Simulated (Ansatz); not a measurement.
Run report: Sn2Ge, geometry relaxation

The run: geometry relaxation of Sn2Ge (Fm-3m, 3 atoms in the cell). Method and program: DFT PBEsol, scalar-relativistic, plane waves, PAW, no spin polarisation (Ansatz 0.2.0).

Figures and captions count atoms from 1; the log counts them from 0 in places.

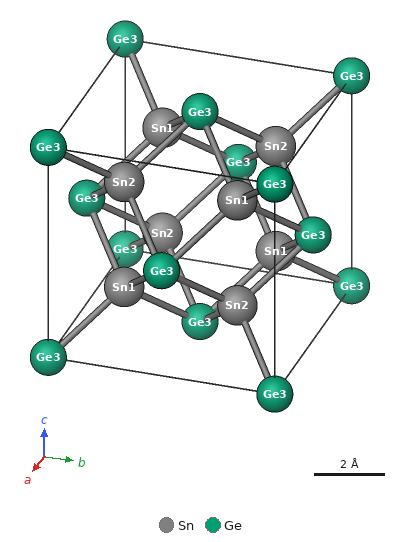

**Figure 1.** The starting structure (ball-and-stick view of the cell 4 times as large as that of the calculation, set on its symmetry axes, seen at an oblique angle; atoms are numbered from 1 in the order of the input). An atom can appear more than once, as a periodic image. Near neighbours in the periodic cell (some may lie outside the picture): Sn has 4 Ge at 2.97 Å; Ge has 8 Sn at 2.97 Å.

Summary

| quantity | value |
| --- | --- |
| outcome | converged |
| space group (tolerance 0.01 Å) | Fm-3m (225) |
| electrons treated | 42 |
| free energy | −16152.5918 eV |
| Fermi energy | 9.273 eV |
| gap on the k-point mesh | none (metallic) |
| pressure | −0.02 GPa |
| final volume | 80.90 Å³ |
| largest force (length of the vector) at the end | under 0.001 eV/Å |
| final cell | a = 4.855 Å, b = 4.855 Å, c = 4.855 Å, α = 60.00°, β = 60.00°, γ = 60.00° |
| hardware | 2 threads of Intel Xeon @ 2.70GHz, 189 GiB of memory available, shared host |
| wall time | 6.5 s (CPU time 12 s) |
| peak memory | 0.45 GiB |

Input file
```yaml
crystal:
  lattice:
    - [0.0, 3.4327523668, 3.4327523668]
    - [3.4327523668, 0.0, 3.4327523668]
    - [3.4327523668, 3.4327523668, 0.0]
  atoms:
    - { symbol: Sn, position: [0.75, 0.75, 0.75] }
    - { symbol: Sn, position: [0.25, 0.25, 0.25] }
    - { symbol: Ge, position: [0.0, 0.0, 0.0] }
basis:
  ecutwfc: 420
kpoints:
  mp_grid: { grid: [10, 10, 10] }
hamiltonian:
  xc: pbesol
scf:
  occupations: { method: gaussian, width: 0.1 }
output:
  forces: true
  stress: true
  eigenvalues: true
relax:
  adjacent_minimum: "off"
  f_tol: 0.005
  max_steps: 80
  cell: { stress_tol: 0.05 }
```

Launched with:
```bash
ansatz run input.yaml --threads 2 --pin off --max-ram 6144MiB --backend cpu --events-out ev --progress --plain --runs-dir out
```

The program's output
```
Engine: ansatz 0.2.0, x86_64-unknown-linux-gnu
Pseudopotentials: kind: paw
Pseudopotential: Sn, paw, valence charge 14, recommended cutoff 420 eV (normal), Sn.paw.azcp
Pseudopotential: Ge, paw, valence charge 14, recommended cutoff 420 eV (normal), Ge.paw.azcp
Functional definition: PBEsol
  exchange = pbesol_x
  correlation = pbesol_c
Crystal: 3 atoms, lattice volume = 80.902 Å³
Basis set: ecut = 420 eV, 1591 PW (Γ), exchange–correlation on 72×72×72 points (8 copies of the dense FFT grid, shifted against one another)
Bands: 26, of which v1, the nominal top of the filled ones, is band 21 counted from 1 (20 counted from 0)
Symmetry: 48 space group operations
Space group: Fm-3m (ITA 225), of the structure as read, at distance tolerance 4.3e-5 Å
k-points: 47 of 1000
Non-local potential: Sn, projectors of the file, l = 0: 2, l = 1: 2, l = 2: 2, l = 3: 2
Non-local potential: Ge, projectors of the file, l = 0: 2, l = 1: 2, l = 2: 3, l = 3: 1
PAW form: soft (Blöchl's): semilocal exchange-correlation on the pseudo side does not see the compensation charge
PAW frozen core: Sn, regenerated for the run's functional, and the local potential with it (the file was generated under x = pbe(κ = 0.804, μ = 0.2195149727645171), c = pbe(β = 0.06672455060314922))
PAW frozen core: Ge, regenerated for the run's functional, and the local potential with it (the file was generated under x = pbe(κ = 0.804, μ = 0.2195149727645171), c = pbe(β = 0.06672455060314922))
PAW one-centre angular grid: Sn, 590 points (default); XC on 64 Gauss nodes
PAW one-centre angular grid: Ge, 590 points (default); XC on 64 Gauss nodes
Initial density: superposition of atomic densities (neutral atoms: chi_scale 0, normalization atom), corrected by the library's trained network
Initial wavefunctions: pseudopotential atomic-orbital guess
Functional: x = pbesol(κ = 0.804, μ = 0.12345679012345678), c = pbesol(β = 0.046)
SCF iter   1: F=—  HF=-16152.595079 eV  |F-HF|=—  |Δ(HF+E_count)|=         —  Δρ=2.34e-3  dr2=2.26e-3  ethr=1.77e-3  ⟨swp⟩=6.0  Hψ=5317  notcnv=0
preconditioner: auto → Kerker (q_TF=auto, 2.446 Å⁻¹)  [metal: Δε(μ)=0.056 eV  Ē_g=20.247 eV  σ=0.100 eV  W_gap=0.29  n_scr=14 (ndim 8)  ℏωp=26.8 eV  f_vac=0.028  D(μ)=0.97/eV (n_scr^D=0)]
SCF iter   2: F=—  HF=-16152.592119 eV  |F-HF|=—  |Δ(HF+E_count)|=   2.96e-3  Δρ=1.51e-3  dr2=9.46e-4  ethr=5.38e-6  ⟨swp⟩=2.7  Hψ=2355  notcnv=0
SCF iter   3: F=—  HF=-16152.592046 eV  |F-HF|=—  |Δ(HF+E_count)|=   7.37e-5  Δρ=7.27e-4  dr2=2.30e-4  ethr=2.25e-6  ⟨swp⟩=2.0  Hψ=2185  notcnv=0
SCF iter   4: F=—  HF=-16152.591850 eV  |F-HF|=—  |Δ(HF+E_count)|=   1.96e-4  Δρ=2.54e-4  dr2=2.98e-5  ethr=5.47e-7  ⟨swp⟩=2.0  Hψ=2053  notcnv=0
SCF iter   5: F=—  HF=-16152.591833 eV  |F-HF|=—  |Δ(HF+E_count)|=   1.64e-5  Δρ=6.33e-5  dr2=1.99e-6  ethr=7.09e-8  ⟨swp⟩=2.0  Hψ=1949  notcnv=0
SCF iter   6: F=—  HF=-16152.591832 eV  |F-HF|=—  |Δ(HF+E_count)|=   1.88e-6  Δρ=3.69e-5  dr2=7.27e-7  ethr=4.73e-9  ⟨swp⟩=2.0  Hψ=2177  notcnv=0
SCF iter   7: F=-16152.591831 eV  HF=-16152.591831 eV  |F-HF|=2.59e-8  |Δ(HF+E_count)|=   3.69e-7  Δρ=6.86e-6  dr2=3.80e-8  ethr=2.38e-10  ⟨swp⟩=5.7  Hψ=5534  notcnv=0
SCF 1 converged in 7 iterations: F = -16152.591831 eV  dr2 = 3.80e-8
  greatest PAW one-centre occupation: 0.998 electrons in one spin orbital (limit 2), on the Ge atom at site 2 (counted from 0), in its partial waves of l = 2
relax step   1: F+E_penalty+E_count = -16152.59183118 eV  Δ(F+E_penalty+E_count) = +0.000e0 eV  max|allowed force component| = 1.542e-17 eV/Å  Δτ_max = 0.0000 Å  P = -0.016 GPa  Ω = 80.902 Å³  (7 SCF iters, dr2 threshold 1.00e-7 eV, accepted)
Initial density: handed on by an earlier stage of this run
Initial wavefunctions: pseudopotential atomic-orbital guess (no wavefunctions were taken with the density)
iter 1 solved again at ethr=3.07e-7 eV; its pass at ethr=3.10e-3 eV (dr2=1.29e-4 eV) is discarded
SCF iter   1: F=—  HF=-16152.591834 eV  |F-HF|=—  |Δ(HF+E_count)|=         —  Δρ=7.78e-6  dr2=4.11e-8  ethr=3.07e-7  ⟨swp⟩=2.6  Hψ=7997  notcnv=0
eigensolver tolerance schedule: the retry pair's looser diagonalisation over-reported the residual by 3142.53 of it (diagonalisation noise at 0.45 of the residual, at the tolerance the schedule requests for it); recorded, not acted on — ethr = c·dr2/N_el stays at c = 1.0e-1
preconditioner: auto → Kerker (q_TF=auto, 2.446 Å⁻¹)  [metal: Δε(μ)=0.056 eV  Ē_g=20.283 eV  σ=0.100 eV  W_gap=0.29  n_scr=14 (ndim 8)  ℏωp=26.8 eV  f_vac=0.031  D(μ)=0.99/eV (n_scr^D=0)]
SCF iter   2: F=—  HF=-16152.591831 eV  |F-HF|=—  |Δ(HF+E_count)|=   2.91e-6  Δρ=2.87e-6  dr2=1.47e-8  ethr=9.78e-11  ⟨swp⟩=3.1  Hψ=2550  notcnv=0
SCF iter   3: F=—  HF=-16152.591831 eV  |F-HF|=—  |Δ(HF+E_count)|=  9.84e-10  Δρ=1.91e-6  dr2=7.86e-9  ethr=3.50e-11  ⟨swp⟩=2.0  Hψ=2089  notcnv=0
SCF iter   4: F=—  HF=-16152.591831 eV  |F-HF|=—  |Δ(HF+E_count)|=  3.27e-11  Δρ=9.54e-7  dr2=1.75e-9  ethr=1.87e-11  ⟨swp⟩=2.0  Hψ=1489  notcnv=0
SCF iter   5: F=—  HF=-16152.591831 eV  |F-HF|=—  |Δ(HF+E_count)|=  5.82e-11  Δρ=3.11e-7  dr2=8.98e-11  ethr=4.17e-12  ⟨swp⟩=2.0  Hψ=2217  notcnv=0
SCF iter   6: F=-16152.591831 eV  HF=-16152.591831 eV  |F-HF|=7.28e-12  |Δ(HF+E_count)|=  5.64e-11  Δρ=6.21e-8  dr2=2.60e-12  ethr=1.00e-12  ⟨swp⟩=6.0  Hψ=5310  notcnv=0
SCF 2 converged in 6 iterations: F = -16152.591831 eV  dr2 = 2.60e-12
relax step   2: F+E_penalty+E_count = -16152.59183119 eV  Δ(F+E_penalty+E_count) = -1.431e-8 eV  max|allowed force component| = 2.621e-17 eV/Å  Δτ_max = 0.0000 Å  P = -0.016 GPa  Ω = 80.902 Å³  stress off target by 1.56e-2 GPa  SCF on the basis re-selected at this cell (its energy is not comparable with the rows above)  (6 SCF iters)
```

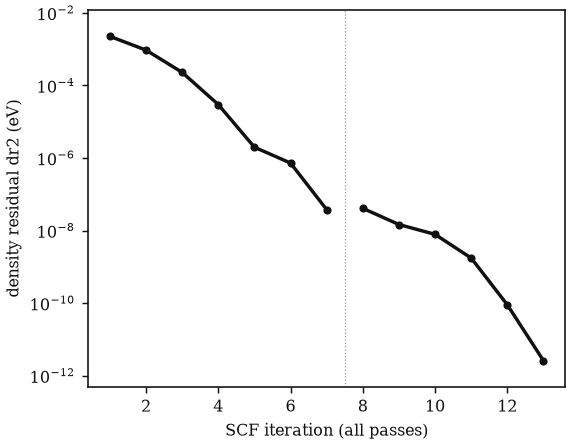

**Figure 2.** Convergence of the self-consistent field: density residual dr2 against the SCF iteration. The dotted lines part the SCF passes of the relaxation: geometry steps, rejected trials and re-solves on a re-selected basis. The passes take 7 and 6 iterations.

```
basis re-selected at this cell: Δ(F+E_penalty+E_count) = -1.431e-8 eV, ΔP = -0.000 GPa vs the last step (what re-selecting the basis moved, of the pressure what is left beyond the Pulay correction that the steps carried, after the strain that the cell walked since its last selection, with what the two solves' SCF thresholds leave and, on support functions, any second-order correction that the steps lacked; it is no measure of the basis error at this ecutwfc). This SCF's stress stands 1.56e-2 GPa from its target on what of the cell is left free (relax.cell.stress_tol is 5.00e-2 GPa) and its largest allowed force component is 2.62e-17 eV/Å (relax.f_tol is 5.00e-3 eV/Å): within both
SCF converged after 6 iterations
Free energy (F): -16152.591831 eV
Harris-Foulkes:  -16152.591831 eV  (|F-HF|=7.28e-12)
Internal energy: -16152.586902 eV  (E = F + TS)
E sigma→0 (E₀):  -16152.589367 eV
Entropy (-TS):   -0.004929 eV (-1.643 meV/atom)
Fermi energy:    9.272621 eV
--- Per-component energies (eV) ---
  E_band       = -337.898766
  E_kinetic    = 483.620070
  E_local      = -4336.459635  (includes V_loc(G=0)·N_el)
  E_nonlocal   = 355.119589
  E_hartree    = 2214.809019
  E_xc         = -834.378478
  E_vxc        = -259.243654  (∫ρ·V_xc dr)
  E_paw        = -10102.298575  (= ΣΔE_a)
  E_vpaw       = -1010.553382  (= ΣTr[D̂ρ^β])
  E_aug_tail   = 0.000225  (compensation charges beyond the density's cutoff)
  E_ewald      = -3934.486733
  E_core_change = 1.487616  (= ΣΔE_core)
  E_smearing   = -0.004929  (= −TS)
  E_closure    = -0.000000  (closes the sum)
  Σ components = -16152.591831   (vs F -16152.591831, Δ=0.00e0)
--- Forces (eV/Å), atoms counted from 1 ---
  atom   1  Sn    -0.00000000     0.00000000     0.00000000
  atom   2  Sn     0.00000000    -0.00000000     0.00000000
  atom   3  Ge     0.00000000     0.00000000    -0.00000000
  max |Σ_I F_I| component: 3.70e-17 eV/Å
--- Stress (GPa, compression-positive) ---
       -0.015624       0.000000      -0.000000
        0.000000      -0.015624      -0.000000
       -0.000000       0.000000      -0.015624
  P = ⅓ Tr σ = -0.0156 GPa (-0.156 kbar)
--- Band table (eV; the first three rows and the last of 47) ---
  k-point 0: bands = ["-15.1466", "-15.1466", "-15.1466", "-15.1349", "-15.1349", "-12.1381", "-12.1381", "-12.0921", "-12.0921", "-12.0921", "-12.0059", "-12.0059", "-12.0059", "-11.9457", "-11.9457", "-2.1879", "5.6517", "5.9100", "8.3627", "8.3627", "8.3627", "8.4234", "8.4234", "8.4234", "13.0319", "13.0319"]
  k-point 1: bands = ["-15.1466", "-15.1466", "-15.1466", "-15.1348", "-15.1348", "-12.1337", "-12.1337", "-12.0900", "-12.0897", "-12.0897", "-12.0083", "-12.0077", "-12.0077", "-11.9505", "-11.9505", "-2.0973", "5.1980", "5.5731", "7.9038", "7.9038", "7.9895", "8.9104", "8.9104", "9.7798", "12.7477", "12.7477"]
  k-point 2: bands = ["-15.1467", "-15.1467", "-15.1466", "-15.1347", "-15.1347", "-12.1206", "-12.1206", "-12.0839", "-12.0827", "-12.0827", "-12.0150", "-12.0130", "-12.0130", "-11.9645", "-11.9645", "-1.8284", "4.0017", "5.1634", "7.5151", "7.5151", "8.4892", "9.2884", "9.2884", "11.1457", "12.5367", "12.5367"]
  k-point 46: bands = ["-15.1467", "-15.1467", "-15.1467", "-15.1343", "-15.1337", "-12.1057", "-12.0875", "-12.0856", "-12.0651", "-12.0441", "-12.0411", "-12.0264", "-12.0162", "-12.0027", "-11.9801", "0.5520", "1.4868", "2.1068", "4.9321", "7.8196", "9.4818", "9.6830", "11.7904", "14.0271", "14.6003", "14.6122"]
--- Relaxed structure (1 steps of the walk, 1 accepted, 1 SCFs on fresh bases) ---
  F+E_penalty+E_count = -16152.59183119 eV   max|allowed force component| = 2.621e-17 eV/Å   (the final SCF, on the basis selected at the relaxed cell)
  cell:  # Å, volume = 80.9017 Å³
    - [0.0, 3.4327523668, 3.4327523668]
    - [3.4327523668, 0.0, 3.4327523668]
    - [3.4327523668, 3.4327523668, 0.0]
  atoms:
    - { symbol: Sn, position: [0.7500000000000001, 0.7500000000000001, 0.7500000000000001] }
    - { symbol: Sn, position: [0.25, 0.25, 0.25] }
    - { symbol: Ge, position: [0.0, 0.0, 0.0] }
```

Trajectory as extended XYZ (Å, eV, eV/Å), 2 frames, from step=1 to step=2
```
3
Lattice="0.0000 3.4328 3.4328 3.4328 0.0000 3.4328 3.4328 3.4328 0.0000" Properties=species:S:1:pos:R:3:forces:R:3 step=1 energy=-16152.59183 pressure_GPa=-0.02
Sn    5.1491    5.1491    5.1491    0.0000   0.0000   0.0000
Sn    1.7164    1.7164    1.7164    0.0000   0.0000   0.0000
Ge    0.0000    0.0000    0.0000    0.0000   0.0000   0.0000
3
Lattice="0.0000 3.4328 3.4328 3.4328 0.0000 3.4328 3.4328 3.4328 0.0000" Properties=species:S:1:pos:R:3:forces:R:3 step=2 energy=-16152.59183 pressure_GPa=-0.02
Sn    5.1491    5.1491    5.1491    0.0000   0.0000   0.0000
Sn    1.7164    1.7164    1.7164    0.0000   0.0000   0.0000
Ge    0.0000    0.0000    0.0000    0.0000   0.0000   0.0000
```

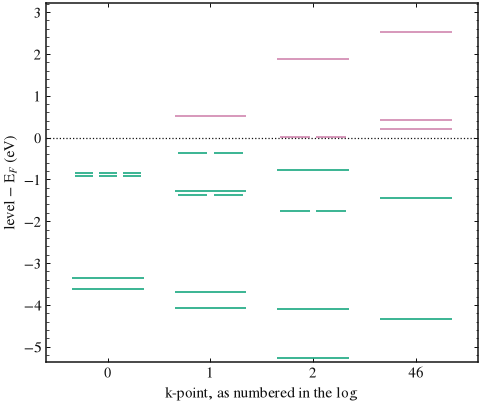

**Figure 3.** Kohn–Sham levels near the Fermi level (dotted) at the few k-points that the log prints; levels within 0.02 eV of each other stand side by side. The system is metallic on the full mesh.
